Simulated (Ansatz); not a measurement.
## Geometry relaxation of Pb

- system: Pb (P6₃/mmc, 2 atoms in the cell)
- method: DFT PBE+D3(BJ), scalar-relativistic, plane waves, PAW, no spin polarisation (Ansatz 0.2.0)

The structure derives from an entry of the Crystallography Open Database. It belongs to a series of runs on one base structure; here: film's bulk on the substrate's plane, third vector and atoms relaxed. Figures and captions count atoms from 1; the log counts them from 0 in places.

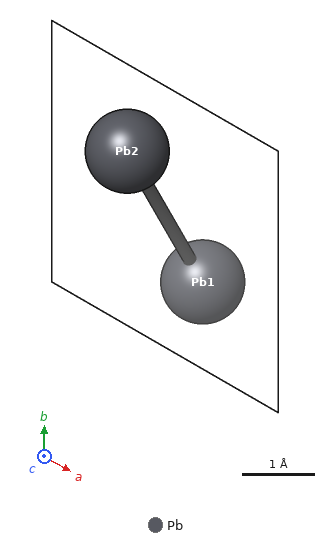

Fig. 1: The structure as given in the input (ball-and-stick view of the cell of the calculation, along the c axis; atoms are numbered from 1 in the order of the input). An atom can appear more than once, as a periodic image.

### Input file
```yaml
crystal:
  lattice:
    - [3.6697414728, 0.0, 0.0]
    - [-1.8348707364, 3.1780893408, 0.0]
    - [0.0, 0.0, 5.43610174]
  atoms:
    - { symbol: Pb, position: [0.6666666667, 0.3333333333, 0.25] }
    - { symbol: Pb, position: [0.3333333333, 0.6666666667, 0.75] }
basis:
  ecutwfc: 420
kpoints:
  mp_grid: { grid: [12, 12, 7] }
hamiltonian:
  xc: pbe
  dispersion: d3bj
scf:
  occupations: { method: gaussian, width: 0.1 }
output:
  forces: true
  stress: true
  eigenvalues: true
  write_density: true
  write_potential: true
  elf: true
  volumetric_format: npy
relax:
  adjacent_minimum: "off"
  f_tol: 0.01
  max_steps: 50
  cell: { fix: [a, b, gamma], stress_tol: 0.1 }
```

Launched with:
```bash
ansatz run input.yaml --threads 4 --pin off --max-ram 10240MiB --backend cpu --events-out ev --progress --plain --runs-dir out
```

### The program's output
```
Engine: ansatz 0.2.0, x86_64-unknown-linux-gnu
Pseudopotentials: kind: paw
Pseudopotential: Pb, paw, valence charge 14, recommended cutoff 420 eV (normal), Pb.paw.azcp
Functional definition: PBE
  parameter kappa = 0.804
  parameter beta = 0.06672455060314922
  exchange = pbe_x(kappa = kappa, mu = beta*pi^2/3)
  correlation = pbe_c(beta = beta)
Crystal: 2 atoms, lattice volume = 63.400 Å³
Basis set: ecut = 420 eV, 1207 PW (Γ), exchange–correlation on 50×50×80 points (8 copies of the dense FFT grid, shifted against one another)
Bands: 18, of which v1, the nominal top of the filled ones, is band 14 counted from 1 (13 counted from 0)
Symmetry: 24 space group operations
Space group: P63/mmc (ITA 194), of the structure as read, at distance tolerance 4.0e-5 Å
k-points: 76 of 1008
Non-local potential: Pb, projectors of the file, l = 0: 2, l = 1: 2, l = 2: 2, l = 3: 2
PAW form: soft (Blöchl's): semilocal exchange-correlation on the pseudo side does not see the compensation charge
PAW one-centre angular grid: Pb, 590 points (default); XC on 64 Gauss nodes
Initial density: superposition of atomic densities (neutral atoms: chi_scale 0, normalization atom), corrected by the library's trained network
Initial wavefunctions: pseudopotential atomic-orbital guess
Functional: x = pbe(κ = 0.804, μ = 0.2195149727645171), c = pbe(β = 0.06672455060314922)
SCF iter   1: F=—  HF=-23813.530323 eV  |F-HF|=—  |Δ(HF+E_count)|=         —  Δρ=8.15e-4  dr2=2.92e-4  ethr=1.77e-3  ⟨swp⟩=6.1  Hψ=6460  notcnv=0
preconditioner: auto → Kerker (q_TF=auto, 2.381 Å⁻¹)  [metal: Δε(μ)=0.032 eV  Ē_g=16.661 eV  σ=0.100 eV  W_gap=0.18  n_scr=22 (ndim 8)  ℏωp=24.7 eV  f_vac=0.000  D(μ)=1.52/eV (n_scr^D=8)]
SCF iter   2: F=—  HF=-23813.528702 eV  |F-HF|=—  |Δ(HF+E_count)|=   1.62e-3  Δρ=5.11e-4  dr2=1.42e-4  ethr=1.04e-6  ⟨swp⟩=2.3  Hψ=3068  notcnv=0
SCF iter   3: F=—  HF=-23813.528765 eV  |F-HF|=—  |Δ(HF+E_count)|=   6.30e-5  Δρ=2.09e-4  dr2=2.36e-5  ethr=5.05e-7  ⟨swp⟩=3.0  Hψ=2427  notcnv=0
SCF iter   4: F=—  HF=-23813.528783 eV  |F-HF|=—  |Δ(HF+E_count)|=   1.81e-5  Δρ=9.14e-5  dr2=4.29e-6  ethr=8.44e-8  ⟨swp⟩=2.0  Hψ=1650  notcnv=0
SCF iter   5: F=—  HF=-23813.528781 eV  |F-HF|=—  |Δ(HF+E_count)|=   1.97e-6  Δρ=2.18e-5  dr2=3.29e-7  ethr=1.53e-8  ⟨swp⟩=2.0  Hψ=2281  notcnv=0
SCF iter   6: F=-23813.528781 eV  HF=-23813.528781 eV  |F-HF|=2.51e-9  |Δ(HF+E_count)|=   1.19e-7  Δρ=3.00e-6  dr2=9.39e-9  ethr=3.57e-10  ⟨swp⟩=9.9  Hψ=9655  notcnv=0
SCF 1 converged in 6 iterations: F = -23813.528781 eV  dr2 = 9.39e-9
  greatest PAW one-centre occupation: 0.978 electrons in one spin orbital (limit 2), on the Pb atom at site 1 (counted from 0), in its partial waves of l = 2
relax step   1: F+E_penalty+E_count = -23813.52878061 eV  Δ(F+E_penalty+E_count) = +0.000e0 eV  max|allowed force component| = 9.252e-17 eV/Å  Δτ_max = 0.0000 Å  P = -1.559 GPa  Ω = 63.400 Å³  fix = [a, b, gamma]  reactions: a -2.804, b -2.804 GPa  (6 SCF iters, dr2 threshold 1.00e-7 eV, accepted)
Crystal: 2 atoms, lattice volume = 64.046 Å³
Basis set: ecut = 420 eV, 1231 PW (Γ), exchange–correlation on 50×50×80 points (8 copies of the dense FFT grid, shifted against one another)
Initial density: handed on by an earlier stage of this run
Initial wavefunctions: those handed on with the density
iter 1 solved again at ethr=2.08e-7 eV; its pass at ethr=3.10e-3 eV (dr2=5.84e-5 eV) is discarded
SCF iter   1: F=—  HF=-23813.530794 eV  |F-HF|=—  |Δ(HF+E_count)|=         —  Δρ=2.05e-4  dr2=3.92e-5  ethr=2.08e-7  ⟨swp⟩=3.0  Hψ=9138  notcnv=0
preconditioner: auto → Kerker (q_TF=auto, 2.377 Å⁻¹)  [metal: Δε(μ)=0.028 eV  Ē_g=16.623 eV  σ=0.100 eV  W_gap=0.16  n_scr=22 (ndim 8)  ℏωp=24.6 eV  f_vac=0.000  D(μ)=1.34/eV (n_scr^D=2)]
SCF iter   2: F=—  HF=-23813.530795 eV  |F-HF|=—  |Δ(HF+E_count)|=   7.61e-7  Δρ=1.34e-4  dr2=1.78e-5  ethr=1.40e-7  ⟨swp⟩=1.0  Hψ=1368  notcnv=0
SCF iter   3: F=—  HF=-23813.530792 eV  |F-HF|=—  |Δ(HF+E_count)|=   3.28e-6  Δρ=2.78e-5  dr2=8.83e-7  ethr=6.35e-8  ⟨swp⟩=2.6  Hψ=2433  notcnv=0
SCF iter   4: F=-23813.530792 eV  HF=-23813.530792 eV  |F-HF|=1.17e-8  |Δ(HF+E_count)|=   5.86e-8  Δρ=8.42e-6  dr2=5.33e-8  ethr=7.14e-10  ⟨swp⟩=10.1  Hψ=9640  notcnv=0
SCF 2 converged in 4 iterations: F = -23813.530792 eV  dr2 = 5.33e-8
relax step   2: F+E_penalty+E_count = -23813.53079154 eV  Δ(F+E_penalty+E_count) = -2.011e-3 eV  max|allowed force component| = 3.007e-17 eV/Å  Δτ_max = 0.0000 Å  P = -2.013 GPa  Ω = 64.046 Å³  energy of the carried Pulay correction = -8.754e-5 eV  fix = [a, b, gamma]  reactions: a -3.074, b -3.074 GPa  (4 SCF iters, dr2 threshold 2.00e-7 eV, accepted)
Crystal: 2 atoms, lattice volume = 64.131 Å³
iter 1 solved again at ethr=1.92e-8 eV; its pass at ethr=3.10e-3 eV (dr2=5.39e-6 eV) is discarded
SCF iter   1: F=—  HF=-23813.530804 eV  |F-HF|=—  |Δ(HF+E_count)|=         —  Δρ=2.98e-5  dr2=9.74e-7  ethr=1.92e-8  ⟨swp⟩=3.3  Hψ=8797  notcnv=0
preconditioner: auto → Kerker (q_TF=auto, 2.376 Å⁻¹)  [metal: Δε(μ)=0.030 eV  Ē_g=16.616 eV  σ=0.100 eV  W_gap=0.17  n_scr=22 (ndim 8)  ℏωp=24.5 eV  f_vac=0.000  D(μ)=1.32/eV (n_scr^D=2)]
SCF iter   2: F=—  HF=-23813.530809 eV  |F-HF|=—  |Δ(HF+E_count)|=   5.92e-6  Δρ=2.04e-5  dr2=4.85e-7  ethr=3.48e-9  ⟨swp⟩=1.0  Hψ=1369  notcnv=0
SCF iter   3: F=-23813.530809 eV  HF=-23813.530809 eV  |F-HF|=2.35e-9  |Δ(HF+E_count)|=   8.10e-8  Δρ=4.19e-6  dr2=2.17e-8  ethr=1.07e-10  ⟨swp⟩=7.0  Hψ=9467  notcnv=0
SCF 3 converged in 3 iterations: F = -23813.530809 eV  dr2 = 2.17e-8
relax step   3: F+E_penalty+E_count = -23813.53080939 eV  Δ(F+E_penalty+E_count) = -1.785e-5 eV  max|allowed force component| = 6.939e-17 eV/Å  Δτ_max = 0.0000 Å  P = -2.070 GPa  Ω = 64.131 Å³  energy of the carried Pulay correction = -9.907e-5 eV  fix = [a, b, gamma]  reactions: a -3.105, b -3.105 GPa  (3 SCF iters, dr2 threshold 2.99e-8 eV, accepted)
Initial wavefunctions: pseudopotential atomic-orbital guess (no wavefunctions were taken with the density)
iter 1 solved again at ethr=1.83e-7 eV; its pass at ethr=3.10e-3 eV (dr2=5.11e-5 eV) is discarded
SCF iter   1: F=—  HF=-23813.530903 eV  |F-HF|=—  |Δ(HF+E_count)|=         —  Δρ=2.61e-5  dr2=7.07e-8  ethr=1.83e-7  ⟨swp⟩=3.6  Hψ=10615  notcnv=0
preconditioner: auto → Kerker (q_TF=auto, 2.376 Å⁻¹)  [metal: Δε(μ)=0.030 eV  Ē_g=16.615 eV  σ=0.100 eV  W_gap=0.17  n_scr=22 (ndim 8)  ℏωp=24.5 eV  f_vac=0.000  D(μ)=1.32/eV (n_scr^D=2)]
SCF iter   2: F=—  HF=-23813.530909 eV  |F-HF|=—  |Δ(HF+E_count)|=   5.85e-6  Δρ=1.34e-5  dr2=2.29e-8  ethr=2.52e-10  ⟨swp⟩=2.3  Hψ=2438  notcnv=0
SCF iter   3: F=—  HF=-23813.530909 eV  |F-HF|=—  |Δ(HF+E_count)|=   4.38e-7  Δρ=1.79e-6  dr2=2.75e-9  ethr=8.16e-11  ⟨swp⟩=2.9  Hψ=2510  notcnv=0
SCF iter   4: F=—  HF=-23813.530909 eV  |F-HF|=—  |Δ(HF+E_count)|=   1.01e-9  Δρ=5.54e-7  dr2=1.88e-10  ethr=9.83e-12  ⟨swp⟩=2.0  Hψ=1538  notcnv=0
SCF iter   5: F=-23813.530909 eV  HF=-23813.530909 eV  |F-HF|=3.64e-12  |Δ(HF+E_count)|=  3.75e-10  Δρ=7.58e-8  dr2=5.26e-12  ethr=1.00e-12  ⟨swp⟩=7.1  Hψ=7121  notcnv=0
SCF 4 converged in 5 iterations: F = -23813.530909 eV  dr2 = 5.26e-12
relax step   4: F+E_penalty+E_count = -23813.53090925 eV  Δ(F+E_penalty+E_count) = -9.985e-5 eV  max|allowed force component| = 7.170e-17 eV/Å  Δτ_max = 0.0000 Å  P = -2.070 GPa  Ω = 64.131 Å³  fix = [a, b, gamma]  reactions: a -3.105, b -3.105 GPa  stress off target by 7.72e-4 GPa on what of the cell is left free  SCF on the basis re-selected at this cell (its energy is not comparable with the rows above)  (5 SCF iters)
```

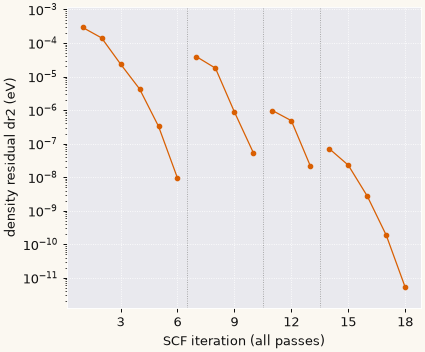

Fig. 2: Convergence of the self-consistent field: density residual dr2 against the SCF iteration. The dotted lines part the SCF passes of the relaxation: geometry steps, rejected trials and re-solves on a re-selected basis. The passes take 6, 4, 3 and 5 iterations.

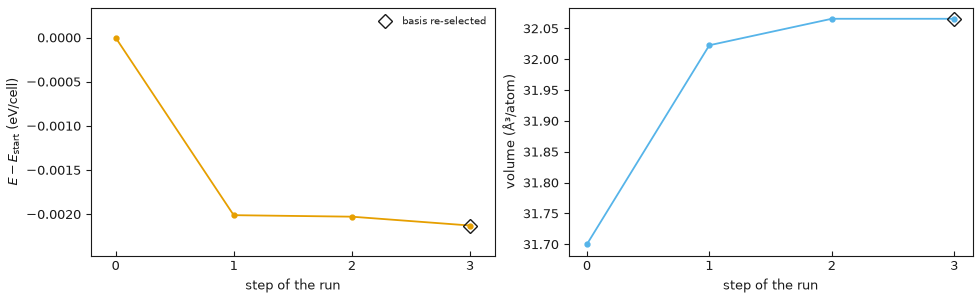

Fig. 3: Progress of the relaxation, step by step (the first geometry is step 0 here and step 1 in the log).

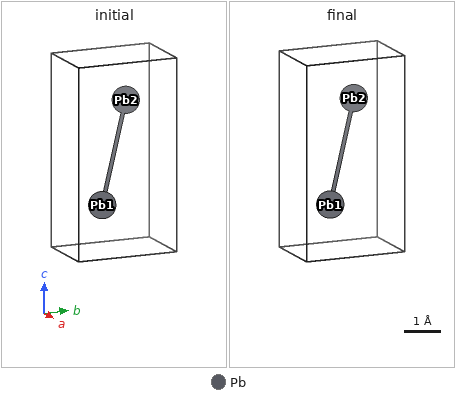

Fig. 4: Before (left) and after (right) the relaxation, at one scale (ball-and-stick view of the cell of the calculation, seen slightly off an axis). The energy falls by 2.0 meV per cell of the calculation in 2 geometry steps. All forces vanish by symmetry, so only the cell relaxes. Pressure: −1.56 GPa at the start and −2.07 GPa at the end. No atom moves by more than 0.005 Å relative to the cell. The drawn cell changes as follows: a = b stay at 3.670 Å, c 5.436 → 5.499 Å (+1.2 %); the volume changes by +1.2 %. Distances before and after: Pb1–Pb2 3.446 → 3.471 Å. The space group stays P6_3/mmc (No. 194). A last SCF at the same geometry on a re-selected plane-wave basis shifts the energy by −0.1 meV per cell of the calculation. (Atoms are counted from 1 in the order of the input.)

```
basis re-selected at this cell: Δ(F+E_penalty+E_count) = -9.985e-5 eV, ΔP = +0.000 GPa vs the last step (what re-selecting the basis moved, of the pressure what is left beyond the Pulay correction that the steps carried, after the strain that the cell walked since its last selection, with what the two solves' SCF thresholds leave and, on support functions, any second-order correction that the steps lacked; it is no measure of the basis error at this ecutwfc). This SCF's stress stands 7.72e-4 GPa from its target on what of the cell is left free (relax.cell.stress_tol is 1.00e-1 GPa) and its largest allowed force component is 7.17e-17 eV/Å (relax.f_tol is 1.00e-2 eV/Å): within both
SCF converged after 5 iterations
Free energy (F): -23813.530909 eV
Harris-Foulkes:  -23813.530909 eV  (|F-HF|=3.64e-12)
Internal energy: -23813.524306 eV  (E = F + TS)
E sigma→0 (E₀):  -23813.527607 eV
Entropy (-TS):   -0.006604 eV (-3.302 meV/atom)
Fermi energy:    10.123855 eV
--- Per-component energies (eV) ---
  E_band       = -95.254653
  E_kinetic    = 576.684828
  E_local      = -2109.008375  (includes V_loc(G=0)·N_el)
  E_nonlocal   = 699.128916
  E_hartree    = 835.837118
  E_xc         = -440.947637
  E_vxc        = -264.178311  (∫ρ·V_xc dr)
  E_paw        = -20811.176684  (= ΣΔE_a)
  E_vpaw       = -669.556128  (= ΣTr[D̂ρ^β])
  E_aug_tail   = 0.000093  (compensation charges beyond the density's cutoff)
  E_ewald      = -2563.267869
  E_disp       = -0.774694  (pairwise vdW)
  E_smearing   = -0.006604  (= −TS)
  E_closure    = 0.000000  (closes the sum)
  Σ components = -23813.530909   (vs F -23813.530909, Δ=0.00e0)
--- Forces (eV/Å), atoms counted from 1 ---
  atom   1  Pb    -0.00000000     0.00000000     0.00000000
  atom   2  Pb    -0.00000000    -0.00000000    -0.00000000
  max |Σ_I F_I| component: 1.85e-17 eV/Å
--- Stress (GPa, compression-positive) ---
       -3.104710       0.000000      -0.000000
       -0.000000      -3.104710       0.000000
       -0.000000       0.000000       0.000772
  P = ⅓ Tr σ = -2.0695 GPa (-20.695 kbar)
--- Band table (eV; the first three rows and the last of 76) ---
  k-point 0: bands = ["-6.9174", "-6.8705", "-6.8705", "-6.8684", "-6.8684", "-6.8517", "-6.8482", "-6.8482", "-6.6664", "-6.6664", "-1.2468", "2.7747", "6.4357", "14.5128", "14.5128", "16.4508", "16.4508", "17.6073"]
  k-point 1: bands = ["-6.9128", "-6.8982", "-6.8982", "-6.8558", "-6.8558", "-6.8534", "-6.8296", "-6.8296", "-6.6699", "-6.6699", "-1.1407", "2.2750", "7.1509", "14.6012", "14.6012", "16.3591", "16.3591", "17.2423"]
  k-point 2: bands = ["-6.9121", "-6.9121", "-6.9007", "-6.8747", "-6.8747", "-6.8592", "-6.7846", "-6.7846", "-6.6821", "-6.6821", "-0.8220", "1.3400", "8.7282", "14.8554", "14.8554", "15.1166", "16.0887", "16.0887"]
  k-point 75: bands = ["-6.9380", "-6.9380", "-6.8710", "-6.7905", "-6.7885", "-6.7885", "-6.7879", "-6.7745", "-6.6675", "-6.6675", "2.8833", "2.8833", "7.6716", "7.6716", "8.4510", "9.2127", "15.3206", "15.3206"]
--- Relaxed structure (3 steps of the walk, 3 accepted, 1 SCFs on fresh bases) ---
  F+E_penalty+E_count = -23813.53090925 eV   max|allowed force component| = 7.170e-17 eV/Å   (the final SCF, on the basis selected at the relaxed cell)
  cell:  # Å, volume = 64.1314 Å³
    - [3.6697414728195605, -3.921307052834091e-97, -7.833920993780929e-19]
    - [-1.8348707364097803, 3.1780893407830604, 3.9169604968904565e-19]
    - [-1.1604629879443546e-18, -1.4003300455372854e-33, 5.4988168681610015]
  atoms:
    - { symbol: Pb, position: [0.6666666666666665, 0.33333333333333326, 0.24999999999999997] }
    - { symbol: Pb, position: [0.33333333333333326, 0.6666666666666665, 0.7499999999999999] }
```

### Trajectory as extended XYZ (Å, eV, eV/Å), 4 frames, from step=1 to step=4
```
2
Lattice="3.6697 0.0000 0.0000 -1.8349 3.1781 0.0000 0.0000 0.0000 5.4361" Properties=species:S:1:pos:R:3:forces:R:3 step=1 energy=-23813.52878 pressure_GPa=-1.56
Pb    1.8349    1.0594    1.3590    0.0000   0.0000   0.0000
Pb    0.0000    2.1187    4.0771    0.0000   0.0000   0.0000
2
Lattice="3.6697 0.0000 0.0000 -1.8349 3.1781 0.0000 0.0000 0.0000 5.4915" Properties=species:S:1:pos:R:3:forces:R:3 step=2 energy=-23813.53079 pressure_GPa=-2.01
Pb    1.8349    1.0594    1.3729    0.0000   0.0000   0.0000
Pb    0.0000    2.1187    4.1186    0.0000   0.0000   0.0000
2
Lattice="3.6697 0.0000 0.0000 -1.8349 3.1781 0.0000 0.0000 0.0000 5.4988" Properties=species:S:1:pos:R:3:forces:R:3 step=3 energy=-23813.53081 pressure_GPa=-2.07
Pb    1.8349    1.0594    1.3747    0.0000   0.0000   0.0000
Pb    0.0000    2.1187    4.1241    0.0000   0.0000   0.0000
2
Lattice="3.6697 0.0000 0.0000 -1.8349 3.1781 0.0000 0.0000 0.0000 5.4988" Properties=species:S:1:pos:R:3:forces:R:3 step=4 energy=-23813.53091 pressure_GPa=-2.07
Pb    1.8349    1.0594    1.3747    0.0000   0.0000   0.0000
Pb    0.0000    2.1187    4.1241    0.0000   0.0000   0.0000
```

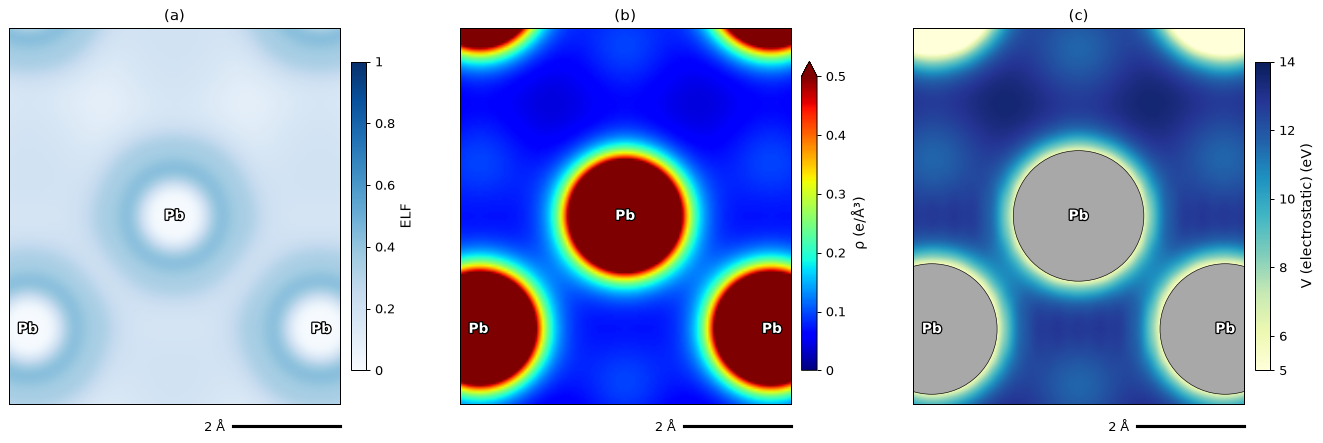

Fig. 5: (a) ELF; (b) valence electron density; (c) electrostatic potential (local pseudopotential plus Hartree) felt by an electron on the (110) plane of the conventional cell. Grey discs, where drawn, cover atomic cores. Atoms in the plane: Pb. Pb–Pb (3.47 Å): the density is about 0.13 e/Å³ at the midpoint; the ELF is about 0.20 at the midpoint; no shared electron pair. Away from the nuclei the density in this plane falls to 0.04 e/Å³ at its lowest. Outside the cores the potential energy rises away from the atoms and is highest about 2.5 Å from the nearest atoms; outside the discs it spans about 8 eV, and its zero is arbitrary. In a PAW calculation such maps are meaningful between the atoms, not at the nuclei.

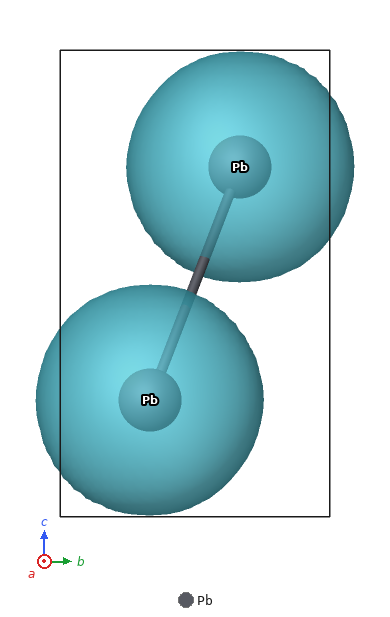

Fig. 6: Isosurface of the valence electron density at 0.2 e/Å³ (cyan), seen along the a axis. Sticks mark near contacts. The outline is the cell set on symmetry axes. At this value the density breaks into separate islands; it holds about 85 % of the electrons treated as valence (semicore included). It is pinched off along the Pb–Pb (3.47 Å) contacts. On the grid the lowest density along these lines, outside the cores, is 0.13 e/Å³ (Pb–Pb, 3.47 Å).

### Results in brief

```json
{"quantity": "outcome", "value": "converged"}
{"quantity": "space group (tolerance 0.01 Å)", "value": "P6₃/mmc (194)"}
{"quantity": "electrons treated", "value": "28"}
{"quantity": "free energy", "value": "−23813.5309 eV"}
{"quantity": "Fermi energy", "value": "10.124 eV"}
{"quantity": "gap on the k-point mesh", "value": "none (metallic)"}
{"quantity": "pressure", "value": "−2.07 GPa"}
{"quantity": "final volume", "value": "64.13 Å³"}
{"quantity": "largest force (length of the vector) at the end", "value": "under 0.001 eV/Å"}
{"quantity": "final cell", "value": "a = 3.670 Å, b = 3.670 Å, c = 5.499 Å, α = 90.00°, β = 90.00°, γ = 120.00°"}
{"quantity": "hardware", "value": "4 threads of Intel Xeon (Sapphire Rapids), 32 GiB of memory available, shared host"}
{"quantity": "wall time", "value": "3.9 s (CPU time 14 s)"}
{"quantity": "peak memory", "value": "0.48 GiB"}
```

Spin–orbit coupling is left out, which matters for Pb.
